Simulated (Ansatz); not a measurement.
GaAsH₂: geometry relaxation (part 1 of 3)

- system: GaAsH₂ (32 atoms in the cell)
- method: DFT PBE, scalar-relativistic, plane waves, PAW, no spin polarisation (Ansatz 0.2.0)

The structure derives from an entry of the Crystallography Open Database. It belongs to a series of runs on one base structure; here: wire along [0 0 1], 16 atoms a period, capped with H.

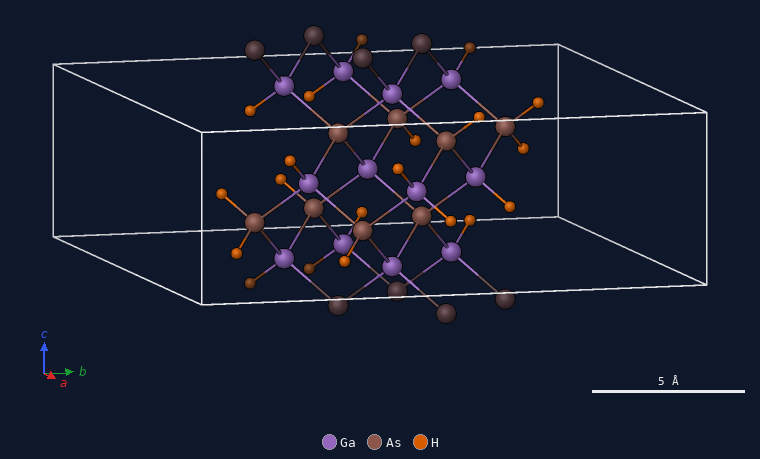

The starting structure (ball-and-stick view of the cell of the calculation, with the vacuum cut short, seen slightly off an axis; neighbours outside the cell are drawn fainter). An atom can appear more than once, as a periodic image.

**Results in brief**

| quantity | value |
| --- | --- |
| outcome | converged |
| electrons treated | 240 |
| free energy | −69367.6273 eV |
| Fermi energy | −1.930 eV |
| gap on the k-point mesh | 3.20 eV |
| final volume | 2198.71 Å³ |
| largest force (length of the vector) at the end | 0.016 eV/Å |
| hardware | 4 threads of Intel Xeon (Granite Rapids), 32 GiB of memory available, shared host |
| wall time | 5 min (CPU time 20 min) |
| peak memory | 6.3 GiB |

Warnings of the run: the exchange-correlation potential is rough where the density is thin.

**Input file**
```yaml
crystal:
  lattice:
    - [19.4, 0.0, 0.0]
    - [0.0, 19.7, 0.0]
    - [0.0, 0.0, 5.7453845737]
  atoms:
    - { symbol: Ga, position: [0.277884617, 0.5, 0.0] }
    - { symbol: Ga, position: [0.574038461, 0.5, 0.0] }
    - { symbol: As, position: [0.351923078, 0.5729109717, 0.75] }
    - { symbol: As, position: [0.648076922, 0.5729109717, 0.75] }
    - { symbol: Ga, position: [0.574038461, 0.3541780565, 0.5] }
    - { symbol: Ga, position: [0.574038461, 0.6458219435, 0.5] }
    - { symbol: As, position: [0.351923078, 0.4270890283, 0.25] }
    - { symbol: As, position: [0.648076922, 0.4270890283, 0.25] }
    - { symbol: Ga, position: [0.425961539, 0.5, 0.5] }
    - { symbol: Ga, position: [0.722115383, 0.5, 0.5] }
    - { symbol: As, position: [0.5, 0.2812670848, 0.25] }
    - { symbol: As, position: [0.5, 0.5729109717, 0.25] }
    - { symbol: Ga, position: [0.425961539, 0.3541780565, 0.0] }
    - { symbol: Ga, position: [0.425961539, 0.6458219435, 0.0] }
    - { symbol: As, position: [0.5, 0.4270890283, 0.75] }
    - { symbol: As, position: [0.5, 0.7187329152, 0.75] }
    - { symbol: H, position: [0.2311609096, 0.5460121788, 0.1577683636] }
    - { symbol: H, position: [0.2311609096, 0.4539878212, 0.8422316364] }
    - { symbol: H, position: [0.3066873868, 0.6174577945, 0.5972561065] }
    - { symbol: H, position: [0.6933126132, 0.6174577945, 0.9027438935] }
    - { symbol: H, position: [0.6207621684, 0.3081658777, 0.6577683636] }
    - { symbol: H, position: [0.6207621684, 0.6918341223, 0.3422316364] }
    - { symbol: H, position: [0.3066873868, 0.3825422055, 0.4027438935] }
    - { symbol: H, position: [0.6933126132, 0.3825422055, 0.0972561065] }
    - { symbol: H, position: [0.7688390904, 0.5460121788, 0.3422316364] }
    - { symbol: H, position: [0.7688390904, 0.4539878212, 0.6577683636] }
    - { symbol: H, position: [0.5452356912, 0.236720262, 0.0972561065] }
    - { symbol: H, position: [0.4547643088, 0.236720262, 0.4027438935] }
    - { symbol: H, position: [0.3792378316, 0.3081658777, 0.8422316364] }
    - { symbol: H, position: [0.3792378316, 0.6918341223, 0.1577683636] }
    - { symbol: H, position: [0.5452356912, 0.763279738, 0.9027438935] }
    - { symbol: H, position: [0.4547643088, 0.763279738, 0.5972561065] }
basis:
  ecutwfc: 420
kpoints:
  mp_grid: { grid: [1, 1, 10] }
hamiltonian:
  xc: pbe
scf:
  occupations: { method: gaussian, width: 0.05 }
output:
  forces: true
  stress: true
  eigenvalues: true
  populations: true
  write_density: true
  write_potential: true
  elf: true
  volumetric_format: npy
relax:
  adjacent_minimum: "off"
  f_tol: 0.02
  max_steps: 45
  cell: { fix: [a, b, alpha, beta, gamma], stress_tol: 0.03 }
```

Launch command:
```bash
ansatz run input.yaml --threads 4 --pin off --max-ram 11264MiB --backend cpu --events-out ev --progress --plain --runs-dir out
```

**The program's output**
```
Engine: ansatz 0.2.0, x86_64-unknown-linux-gnu
Pseudopotentials: kind: paw
Pseudopotential: Ga, paw, valence charge 13, recommended cutoff 420 eV (normal), Ga.paw.azcp
Pseudopotential: As, paw, valence charge 15, recommended cutoff 420 eV (normal), As.paw.azcp
Pseudopotential: H, paw, valence charge 1, recommended cutoff 420 eV (normal), H.paw.azcp
Functional definition: PBE
  parameter kappa = 0.804
  parameter beta = 0.06672455060314922
  exchange = pbe_x(kappa = kappa, mu = beta*pi^2/3)
  correlation = pbe_c(beta = beta)
Crystal: 32 atoms, lattice volume = 2195.771 Å³
Basis set: ecut = 420 eV, 42955 PW (Γ), exchange–correlation on 270×270×80 points (8 copies of the dense FFT grid, shifted against one another)
Bands: 152, of which v1, the nominal top of the filled ones, is band 120 counted from 1 (119 counted from 0)
Symmetry: 4 space group operations
Space group: P2221 (ITA 17), of the structure as read, at distance tolerance 1.3e-4 Å
k-points: 6 of 10
Non-local potential: Ga, projectors of the file, l = 0: 2, l = 1: 2, l = 2: 3, l = 3: 1
Non-local potential: As, projectors of the file, l = 0: 2, l = 1: 2, l = 2: 3, l = 3: 1
Non-local potential: H, projectors of the file, l = 0: 2, l = 1: 1
PAW form: soft (Blöchl's): semilocal exchange-correlation on the pseudo side does not see the compensation charge
PAW one-centre angular grid: Ga, 590 points (default); XC on 64 Gauss nodes
PAW one-centre angular grid: As, 590 points (default); XC on 64 Gauss nodes
PAW one-centre angular grid: H, 110 points (default); XC on 64 Gauss nodes
Initial density: superposition of atomic densities (neutral atoms: chi_scale 0, normalization atom), corrected by the library's trained network
Initial wavefunctions: pseudopotential atomic-orbital guess
Functional: x = pbe(κ = 0.804, μ = 0.2195149727645171), c = pbe(β = 0.06672455060314922)
SCF iter   1: F=—  HF=-69366.806500 eV  |F-HF|=—  |Δ(HF+E_count)|=         —  Δρ=1.72e-3  dr2=2.39e-1  ethr=1.77e-3  ⟨swp⟩=7.0  Hψ=3801  notcnv=0  defer=21
preconditioner: auto → Resta (q_TF=auto, 1.887 Å⁻¹)  ε∞=1.5  [insulator: Δε(μ)=3.036 eV  Ē_g=13.775 eV  σ=0.050 eV  W_gap=1.00  n_scr=246 (ndim 8)  ℏωp=10.0 eV  f_vac=0.727  D(μ)=0.00/eV (n_scr^D=0)  ε∞_Penn≈1.5  vacuum switching on, ρ_ref=1.4e-2 e/Å³]
SCF iter   2: F=—  HF=-69366.751729 eV  |F-HF|=—  |Δ(HF+E_count)|=   5.48e-2  Δρ=7.60e-4  dr2=4.61e-2  ethr=9.95e-5  ⟨swp⟩=3.0  Hψ=1285  notcnv=0  defer=148
SCF iter   3: F=—  HF=-69366.746100 eV  |F-HF|=—  |Δ(HF+E_count)|=   5.63e-3  Δρ=3.50e-4  dr2=4.47e-3  ethr=1.92e-5  ⟨swp⟩=2.0  Hψ=980  notcnv=0  defer=148
SCF iter   4: F=—  HF=-69366.748095 eV  |F-HF|=—  |Δ(HF+E_count)|=   2.00e-3  Δρ=1.47e-4  dr2=1.02e-3  ethr=1.86e-6  ⟨swp⟩=2.2  Hψ=1184  notcnv=0  defer=148
SCF iter   5: F=—  HF=-69366.748594 eV  |F-HF|=—  |Δ(HF+E_count)|=   4.99e-4  Δρ=5.67e-5  dr2=1.21e-4  ethr=4.23e-7  ⟨swp⟩=2.0  Hψ=1244  notcnv=0  defer=148
SCF iter   6: F=—  HF=-69366.748698 eV  |F-HF|=—  |Δ(HF+E_count)|=   1.03e-4  Δρ=1.66e-5  dr2=5.60e-6  ethr=5.03e-8  ⟨swp⟩=2.0  Hψ=991  notcnv=0  defer=148
SCF iter   7: F=—  HF=-69366.748738 eV  |F-HF|=—  |Δ(HF+E_count)|=   4.04e-5  Δρ=7.04e-6  dr2=1.06e-6  ethr=2.33e-9  ⟨swp⟩=2.0  Hψ=1601  notcnv=0  defer=148
iter 8 did not close the SCF: its close was put off until two iterations running show no level that it waits for move by more than its bar (scf_convergence_deferred on its scf_iter line)
SCF iter   8: F=-69366.748740 eV  HF=-69366.748739 eV  |F-HF|=3.05e-7  |Δ(HF+E_count)|=   1.35e-6  Δρ=2.09e-6  dr2=7.73e-8  ethr=4.17e-11  ⟨swp⟩=17.2  Hψ=7299  notcnv=0
iter 9 did not close the SCF: its close was put off until two iterations running show no level that it waits for move by more than its bar (scf_convergence_deferred on its scf_iter line)
SCF iter   9: F=-69366.748740 eV  HF=-69366.748740 eV  |F-HF|=1.38e-8  |Δ(HF+E_count)|=   3.23e-7  Δρ=6.55e-7  dr2=1.04e-8  ethr=3.22e-11  ⟨swp⟩=10.3  Hψ=5919  notcnv=0
SCF iter  10: F=-69366.748740 eV  HF=-69366.748740 eV  |F-HF|=2.39e-9  |Δ(HF+E_count)|=   1.73e-8  Δρ=1.58e-7  dr2=5.31e-10  ethr=4.35e-12  ⟨swp⟩=7.3  Hψ=5056  notcnv=0
SCF 1 converged in 10 iterations: F = -69366.748740 eV  dr2 = 5.31e-10
  greatest PAW one-centre occupation: 0.999 electrons in one spin orbital (limit 2), on the As atom at site 10 (counted from 0), in its partial waves of l = 2
relax step   1: F+E_penalty+E_count = -69366.74873959 eV  Δ(F+E_penalty+E_count) = +0.000e0 eV  max|allowed force component| = 1.040e0 eV/Å  Δτ_max = 0.0000 Å  P = -0.077 GPa  Ω = 2195.771 Å³  fix = [a, b, alpha, beta, gamma]  reactions: a -0.075, b -0.095 GPa  (10 SCF iters, dr2 threshold 1.00e-7 eV, accepted)
Crystal: 32 atoms, lattice volume = 2194.731 Å³
Basis set: ecut = 420 eV, 42947 PW (Γ), exchange–correlation on 270×270×80 points (8 copies of the dense FFT grid, shifted against one another)
Initial density: handed on by an earlier stage of this run
Initial wavefunctions: those handed on with the density
iter 1 solved again at ethr=5.16e-4 eV; its pass at ethr=3.10e-3 eV (dr2=1.24e0 eV) is discarded
SCF iter   1: F=—  HF=-69367.785473 eV  |F-HF|=—  |Δ(HF+E_count)|=         —  Δρ=9.13e-3  dr2=1.25e0  ethr=5.16e-4  ⟨swp⟩=4.5  Hψ=4144  notcnv=0
preconditioner: auto → Resta (q_TF=auto, 1.887 Å⁻¹)  ε∞=1.5  [insulator: Δε(μ)=3.195 eV  Ē_g=13.747 eV  σ=0.050 eV  W_gap=1.00  n_scr=246 (ndim 8)  ℏωp=10.0 eV  f_vac=0.729  D(μ)=0.00/eV (n_scr^D=0)  ε∞_Penn≈1.5  vacuum switching on, ρ_ref=1.4e-2 e/Å³]
SCF iter   2: F=—  HF=-69367.538666 eV  |F-HF|=—  |Δ(HF+E_count)|=   2.47e-1  Δρ=4.37e-3  dr2=2.33e-1  ethr=5.16e-4  ⟨swp⟩=4.5  Hψ=1560  notcnv=0
SCF iter   3: F=—  HF=-69367.545974 eV  |F-HF|=—  |Δ(HF+E_count)|=   7.31e-3  Δρ=1.44e-3  dr2=1.50e-1  ethr=9.72e-5  ⟨swp⟩=3.0  Hψ=1406  notcnv=0  defer=152
SCF iter   4: F=—  HF=-69367.518014 eV  |F-HF|=—  |Δ(HF+E_count)|=   2.80e-2  Δρ=4.47e-4  dr2=4.12e-3  ethr=6.26e-5  ⟨swp⟩=3.0  Hψ=1011  notcnv=0  defer=152
SCF iter   5: F=—  HF=-69367.518380 eV  |F-HF|=—  |Δ(HF+E_count)|=   3.66e-4  Δρ=1.31e-4  dr2=3.89e-4  ethr=1.72e-6  ⟨swp⟩=2.0  Hψ=1240  notcnv=0  defer=152
SCF iter   6: F=—  HF=-69367.518458 eV  |F-HF|=—  |Δ(HF+E_count)|=   7.83e-5  Δρ=3.66e-5  dr2=2.87e-5  ethr=1.62e-7  ⟨swp⟩=2.0  Hψ=1392  notcnv=0  defer=152
SCF iter   7: F=—  HF=-69367.518467 eV  |F-HF|=—  |Δ(HF+E_count)|=   8.66e-6  Δρ=1.32e-5  dr2=3.29e-6  ethr=1.20e-8  ⟨swp⟩=2.0  Hψ=1240  notcnv=0  defer=152
SCF iter   8: F=-69367.518469 eV  HF=-69367.518469 eV  |F-HF|=2.75e-7  |Δ(HF+E_count)|=   1.88e-6  Δρ=3.84e-6  dr2=3.50e-7  ethr=1.33e-9  ⟨swp⟩=18.3  Hψ=9281  notcnv=0
SCF 2 converged in 8 iterations: F = -69367.518469 eV  dr2 = 3.50e-7
[... from here on the iterations of each SCF are left out, up to the last one ...]
relax step   2: F+E_penalty+E_count = -69367.51846876 eV  Δ(F+E_penalty+E_count) = -7.697e-1 eV  max|allowed force component| = 3.728e-1 eV/Å  Δτ_max = 0.1950 Å  P = -0.081 GPa  Ω = 2194.731 Å³  energy of the carried Pulay correction = +1.282e-4 eV  fix = [a, b, alpha, beta, gamma]  reactions: a -0.069, b -0.122 GPa  (8 SCF iters, dr2 threshold 3.20e-6 eV, accepted)
Crystal: 32 atoms, lattice volume = 2195.966 Å³
Basis set: ecut = 420 eV, 42971 PW (Γ), exchange–correlation on 270×270×80 points (8 copies of the dense FFT grid, shifted against one another)
preconditioner: auto → Resta (q_TF=auto, 1.886 Å⁻¹)  ε∞=1.5  [insulator: Δε(μ)=3.215 eV  Ē_g=13.863 eV  σ=0.050 eV  W_gap=1.00  n_scr=246 (ndim 8)  ℏωp=10.0 eV  f_vac=0.728  D(μ)=0.00/eV (n_scr^D=0)  ε∞_Penn≈1.5  vacuum switching on, ρ_ref=1.4e-2 e/Å³]
SCF 3 converged in 7 iterations: F = -69367.606622 eV  dr2 = 2.28e-7
relax step   3: F+E_penalty+E_count = -69367.60662173 eV  Δ(F+E_penalty+E_count) = -8.815e-2 eV  max|allowed force component| = 1.423e-1 eV/Å  Δτ_max = 0.0595 Å  P = -0.003 GPa  Ω = 2195.966 Å³  energy of the carried Pulay correction = -2.400e-5 eV  fix = [a, b, alpha, beta, gamma]  reactions: a +0.002, b -0.007 GPa  (7 SCF iters, dr2 threshold 3.20e-6 eV, accepted)
Crystal: 32 atoms, lattice volume = 2197.504 Å³
Basis set: ecut = 420 eV, 43019 PW (Γ), exchange–correlation on 270×270×80 points (8 copies of the dense FFT grid, shifted against one another)
preconditioner: auto → Resta (q_TF=auto, 1.886 Å⁻¹)  ε∞=1.5  [insulator: Δε(μ)=3.202 eV  Ē_g=13.846 eV  σ=0.050 eV  W_gap=1.00  n_scr=246 (ndim 8)  ℏωp=10.0 eV  f_vac=0.728  D(μ)=0.00/eV (n_scr^D=0)  ε∞_Penn≈1.5  vacuum switching on, ρ_ref=1.4e-2 e/Å³]
SCF 4 converged in 6 iterations: F = -69367.622575 eV  dr2 = 7.60e-7
relax step   4: F+E_penalty+E_count = -69367.62257518 eV  Δ(F+E_penalty+E_count) = -1.595e-2 eV  max|allowed force component| = 3.440e-2 eV/Å  Δτ_max = 0.0397 Å  P = +0.005 GPa  Ω = 2197.504 Å³  energy of the carried Pulay correction = -2.135e-4 eV  fix = [a, b, alpha, beta, gamma]  reactions: a +0.015, b -0.004 GPa  (6 SCF iters, dr2 threshold 1.27e-6 eV, accepted)
Crystal: 32 atoms, lattice volume = 2197.743 Å³
preconditioner: auto → Resta (q_TF=auto, 1.886 Å⁻¹)  ε∞=1.5  [insulator: Δε(μ)=3.207 eV  Ē_g=13.847 eV  σ=0.050 eV  W_gap=1.00  n_scr=246 (ndim 8)  ℏωp=10.0 eV  f_vac=0.728  D(μ)=0.00/eV (n_scr^D=0)  ε∞_Penn≈1.5  vacuum switching on, ρ_ref=1.4e-2 e/Å³]
SCF 5 converged in 7 iterations: F = -69367.624602 eV  dr2 = 1.67e-8
relax step   5: F+E_penalty+E_count = -69367.62460199 eV  Δ(F+E_penalty+E_count) = -2.027e-3 eV  max|allowed force component| = 3.788e-2 eV/Å  Δτ_max = 0.0228 Å  P = +0.015 GPa  Ω = 2197.743 Å³  energy of the carried Pulay correction = -2.428e-4 eV  fix = [a, b, alpha, beta, gamma]  reactions: a +0.010, b +0.018 GPa  (7 SCF iters, dr2 threshold 7.40e-8 eV, accepted)
Crystal: 32 atoms, lattice volume = 2198.713 Å³
Basis set: ecut = 420 eV, 43035 PW (Γ), exchange–correlation on 270×270×80 points (8 copies of the dense FFT grid, shifted against one another)
preconditioner: auto → Resta (q_TF=auto, 1.886 Å⁻¹)  ε∞=1.5  [insulator: Δε(μ)=3.199 eV  Ē_g=13.844 eV  σ=0.050 eV  W_gap=1.00  n_scr=246 (ndim 8)  ℏωp=10.0 eV  f_vac=0.728  D(μ)=0.00/eV (n_scr^D=0)  ε∞_Penn≈1.5  vacuum switching on, ρ_ref=1.4e-2 e/Å³]
SCF 6 converged in 7 iterations: F = -69367.626913 eV  dr2 = 9.38e-9
relax step   6: F+E_penalty+E_count = -69367.62691337 eV  Δ(F+E_penalty+E_count) = -2.311e-3 eV  max|allowed force component| = 1.461e-2 eV/Å  Δτ_max = 0.0154 Å  P = -0.000 GPa  Ω = 2198.713 Å³  energy of the carried Pulay correction = -3.622e-4 eV  fix = [a, b, alpha, beta, gamma]  reactions: a +0.001, b -0.001 GPa  (7 SCF iters, dr2 threshold 8.97e-8 eV, accepted)
Initial wavefunctions: pseudopotential atomic-orbital guess (no wavefunctions were taken with the density)
iter 1 solved again at ethr=3.64e-7 eV; its pass at ethr=3.10e-3 eV (dr2=8.75e-4 eV) is discarded
SCF iter   1: F=—  HF=-69367.621549 eV  |F-HF|=—  |Δ(HF+E_count)|=         —  Δρ=3.85e-5  dr2=7.32e-7  ethr=3.64e-7  ⟨swp⟩=4.0  Hψ=6445  notcnv=0
eigensolver tolerance schedule: the retry pair's looser diagonalisation over-reported the residual by 1193.72 of it (diagonalisation noise at 0.16 of the residual, at the tolerance the schedule requests for it); recorded, not acted on — ethr = c·dr2/N_el stays at c = 1.0e-1
preconditioner: auto → Resta (q_TF=auto, 1.886 Å⁻¹)  ε∞=1.5  [insulator: Δε(μ)=3.201 eV  Ē_g=13.834 eV  σ=0.050 eV  W_gap=1.00  n_scr=246 (ndim 8)  ℏωp=10.0 eV  f_vac=0.728  D(μ)=0.00/eV (n_scr^D=0)  ε∞_Penn≈1.5  vacuum switching on, ρ_ref=1.4e-2 e/Å³]
SCF iter   2: F=—  HF=-69367.625225 eV  |F-HF|=—  |Δ(HF+E_count)|=   3.68e-3  Δρ=1.93e-5  dr2=1.87e-7  ethr=3.05e-10  ⟨swp⟩=3.0  Hψ=1744  notcnv=0
SCF iter   3: F=—  HF=-69367.627285 eV  |F-HF|=—  |Δ(HF+E_count)|=   2.06e-3  Δρ=1.78e-6  dr2=1.05e-7  ethr=7.78e-11  ⟨swp⟩=3.3  Hψ=1690  notcnv=0  defer=1
SCF iter   4: F=—  HF=-69367.627326 eV  |F-HF|=—  |Δ(HF+E_count)|=   4.10e-5  Δρ=5.61e-7  dr2=6.45e-9  ethr=4.39e-11  ⟨swp⟩=2.0  Hψ=1077  notcnv=0  defer=2
SCF iter   5: F=—  HF=-69367.627336 eV  |F-HF|=—  |Δ(HF+E_count)|=   1.00e-5  Δρ=1.82e-7  dr2=1.15e-9  ethr=2.69e-12  ⟨swp⟩=3.2  Hψ=1379  notcnv=0  defer=2
SCF iter   6: F=—  HF=-69367.627337 eV  |F-HF|=—  |Δ(HF+E_count)|=   1.56e-6  Δρ=6.15e-8  dr2=1.39e-10  ethr=1.00e-12  ⟨swp⟩=3.0  Hψ=1757  notcnv=0  defer=2
iter 7 met the thresholds in force, and the SCF goes on: an eigenvalue changes by 1.03 meV, over its tolerance of 1.01 meV (output.eigenvalues, Limitations)
SCF iter   7: F=-69367.627337 eV  HF=-69367.627337 eV  |F-HF|=3.59e-9  |Δ(HF+E_count)|=   6.32e-8  Δρ=2.08e-8  dr2=1.39e-11  ethr=1.00e-12  ⟨swp⟩=13.0  Hψ=4914  notcnv=0
SCF iter   8: F=-69367.627337 eV  HF=-69367.627337 eV  |F-HF|=3.93e-10  |Δ(HF+E_count)|=   3.45e-9  Δρ=5.89e-9  dr2=2.22e-12  ethr=1.00e-12  ⟨swp⟩=4.5  Hψ=3549  notcnv=0
SCF 7 converged in 8 iterations: F = -69367.627337 eV  dr2 = 2.22e-12
relax step   7: F+E_penalty+E_count = -69367.62733736 eV  Δ(F+E_penalty+E_count) = -4.240e-4 eV  max|allowed force component| = 1.462e-2 eV/Å  Δτ_max = 0.0000 Å  P = +0.000 GPa  Ω = 2198.713 Å³  fix = [a, b, alpha, beta, gamma]  reactions: a +0.001, b -0.001 GPa  stress off target by 4.88e-4 GPa on what of the cell is left free  SCF on the basis re-selected at this cell (its energy is not comparable with the rows above)  (8 SCF iters)
```

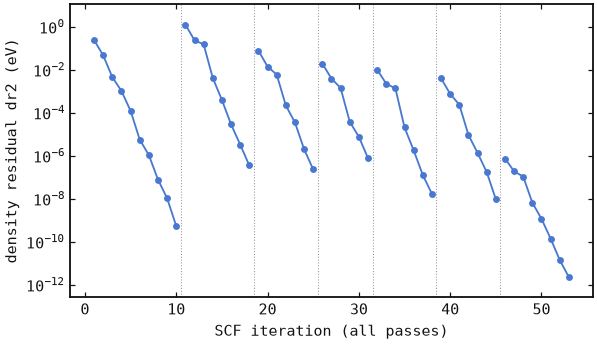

Convergence of the self-consistent field: density residual dr2 against the SCF iteration. The dotted lines part the SCF passes of the relaxation: geometry steps, rejected trials and re-solves on a re-selected basis. The 7 passes take 6 to 10 iterations each, 53 in all.
